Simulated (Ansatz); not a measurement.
Input

```
crystal:
  lattice:
    - [3.7682717313, -6.5268380953, 0.0]
    - [-7.5365434625, 0.0, 0.0]
    - [0.0, 0.0, -8.3431560662]
  atoms:
    - { symbol: B, position: [0.4563678303, 0.5726118143, 0.7198504358] }
    - { symbol: B, position: [0.1229640551, 0.5723604001, 0.7202505581] }
    - { symbol: B, position: [0.7897831872, 0.5726061469, 0.7197100965] }
    - { symbol: B, position: [0.4562879656, 0.2390395971, 0.7215479893] }
    - { symbol: B, position: [0.1215252225, 0.2402605028, 0.7158002742] }
    - { symbol: B, position: [0.7899149779, 0.2388950551, 0.718731067] }
    - { symbol: B, position: [0.4564720752, 0.9057394823, 0.7195182327] }
    - { symbol: B, position: [0.12342513, 0.9041006722, 0.7181972859] }
    - { symbol: B, position: [0.7879701345, 0.899915766, 0.7210494449] }
    - { symbol: B, position: [0.5555515368, 0.4303849398, 0.2858271636] }
    - { symbol: B, position: [0.2220508591, 0.4303678726, 0.2804702208] }
    - { symbol: B, position: [0.8890784537, 0.4303976051, 0.2804318613] }
    - { symbol: B, position: [0.5573637967, 0.0997019663, 0.2778652166] }
    - { symbol: B, position: [0.2243023372, 0.0964464195, 0.2782828825] }
    - { symbol: B, position: [0.8936152442, 0.1054353164, 0.238992214] }
    - { symbol: B, position: [0.5491653522, 0.7598153655, 0.2789349259] }
    - { symbol: B, position: [0.2222735705, 0.7637734601, 0.2768013098] }
    - { symbol: B, position: [0.8909511886, 0.7630782874, 0.2771327857] }
    - { symbol: "N", position: [0.4442271272, 0.54142192, 0.286745139] }
    - { symbol: "N", position: [0.1117775954, 0.5428051238, 0.2772913874] }
    - { symbol: "N", position: [0.7779276506, 0.5414413053, 0.2865493308] }
    - { symbol: "N", position: [0.4448273822, 0.208933913, 0.2836673926] }
    - { symbol: "N", position: [0.1212334716, 0.2159612944, 0.2740122506] }
    - { symbol: "N", position: [0.7773326006, 0.2111785957, 0.2732972469] }
    - { symbol: "N", position: [0.4449600088, 0.8755490279, 0.2755014219] }
    - { symbol: "N", position: [0.1123400293, 0.876123004, 0.2722323901] }
    - { symbol: "N", position: [0.7749799523, 0.8692810766, 0.262488264] }
    - { symbol: "N", position: [0.5674434578, 0.4613319199, 0.721084231] }
    - { symbol: "N", position: [0.2341090314, 0.4613405056, 0.7202389377] }
    - { symbol: "N", position: [0.9007769162, 0.4613365388, 0.7201176661] }
    - { symbol: "N", position: [0.5674582272, 0.1279791146, 0.7206645167] }
    - { symbol: "N", position: [0.2343723529, 0.1291972042, 0.7227672313] }
    - { symbol: "N", position: [0.9008937151, 0.1276683697, 0.7159660792] }
    - { symbol: "N", position: [0.5672137741, 0.7945691068, 0.7164000636] }
    - { symbol: "N", position: [0.2341175132, 0.7946746816, 0.720238512] }
    - { symbol: "N", position: [0.9028278452, 0.7948176662, 0.7157514592] }
    - { symbol: B, position: [-0.1943387116, -0.067401809, 0.0767573605] }
  host:
    lattice:
      - [2.5121811542, 0.0, 0.0]
      - [-1.2560905771, 2.1756126984, 0.0]
      - [0.0, 0.0, 8.3431560662]
    atoms:
      - { symbol: B, position: [0.3333333333, 0.6666666667, 0.25] }
      - { symbol: B, position: [0.6666666667, 0.3333333333, 0.75] }
      - { symbol: "N", position: [0.3333333333, 0.6666666667, 0.75] }
      - { symbol: "N", position: [0.6666666667, 0.3333333333, 0.25] }
total_charge: 1
basis:
  ecutwfc: 420
  xc_grid: 2
kpoints:
  mp_grid: { grid: [2, 2, 2], shift: [0.0, 0.0, 0.0] }
hamiltonian:
  xc: pbe
scf:
  occupations: { method: gaussian, width: 0.01 }
output:
  forces: true
  stress: false
  eigenvalues: true
  charged_corrections:
    defect_position: [0.0, 0.0, 0.0]
    epsilon: [[5.4678, 0.0, 0.0], [0.0, 5.4678, 0.0], [0.0, 0.0, 2.1413]]
  write_density: true
  write_potential: true
  elf: true
  volumetric_format: npy
relax:
  adjacent_minimum: "off"
  f_tol: 0.025
  max_steps: 45
```

Launched as:

```sh
ansatz run input.yaml --threads 4 --pin off --max-ram 10240MiB --backend cpu --events-out ev --progress --plain --runs-dir out
```

The fields are those of the run's last geometry, not of the input's.

Level of theory: DFT PBE, scalar-relativistic, plane waves, PAW in Ansatz.

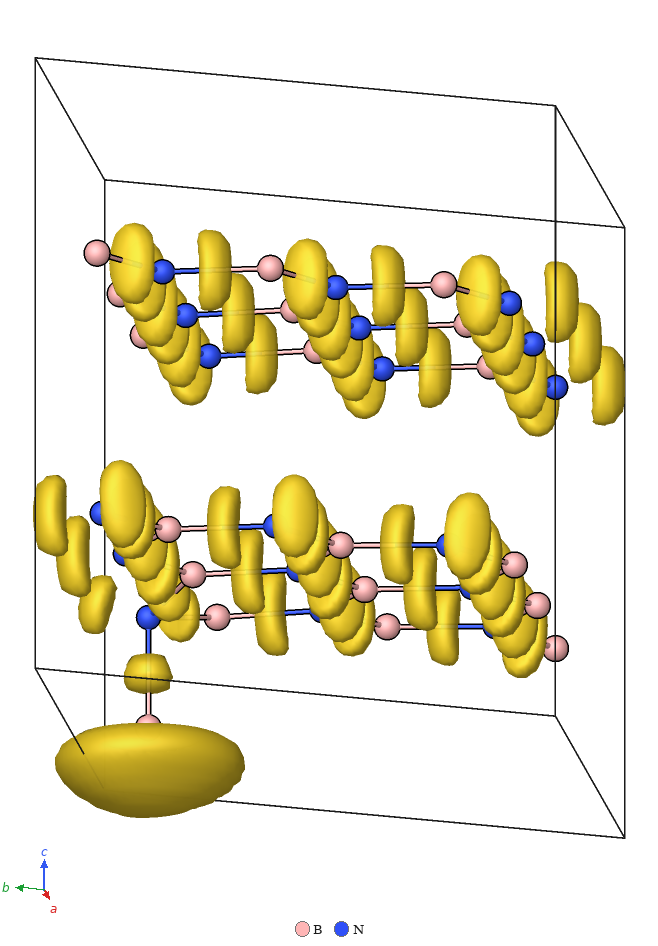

B19N18 (cell charge +1, with a compensating background) (cell with a defect). Isosurface of the ELF at 0.85 (yellow), seen at an oblique angle. Core shells and regions of very low density are left out. Sticks mark near contacts.

### What do the ELF domains correspond to?

The surface consists of 55 regions between bonded B–N atoms (shared pairs) and one lobe on B, pointing away from the bonds (lone pairs), counted in one cell of 37 atoms. Any copies at cell faces, edges or corners count once. Profiles from the grid: B–N (1.42 Å): the ELF peaks at about 0.95 between the atoms, as expected for a polar covalent bond. B–N (1.51 Å): the ELF peaks at about 0.95 between the atoms: a polar covalent bond.

### Does the calculation give a band gap?

It is gapped, with a Kohn–Sham gap of 1.3 eV on the k-point mesh, an upper bound to the gap of this method.
